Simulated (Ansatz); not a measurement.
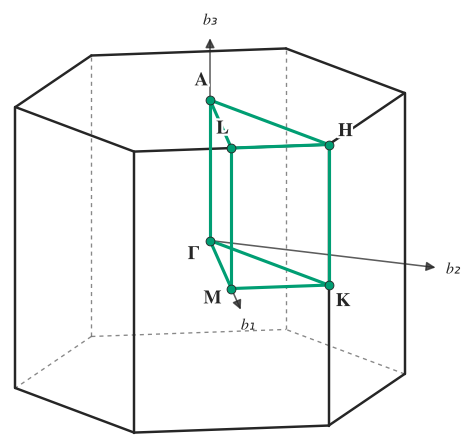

The figure shows the first Brillouin zone with its special points and a band path. Crystal: Fe₅Co, the geometry relaxed with Ansatz 0.2.0, DFT PBE, scalar-relativistic, plane waves, PAW. Geometry calculated from the standardised cell; symmetry tolerance 0.002 Å.

Labels and path follow the convention of Hinuma et al. (2017), as computed by seekpath; the arrows show the directions of the reciprocal primitive vectors b₁, b₂, b₃.

Name the Bravais lattice of the crystal.

A primitive hexagonal lattice (hP; extended symbol hP2). The zone is a hexagonal prism in its combinatorial type: 8 faces (6 with 4 edges, 2 with 6 edges), 18 edges, 12 vertices.

Write the standard path through the labelled points.

Γ–M–K–Γ–A–L–H–A | L–M | H–K
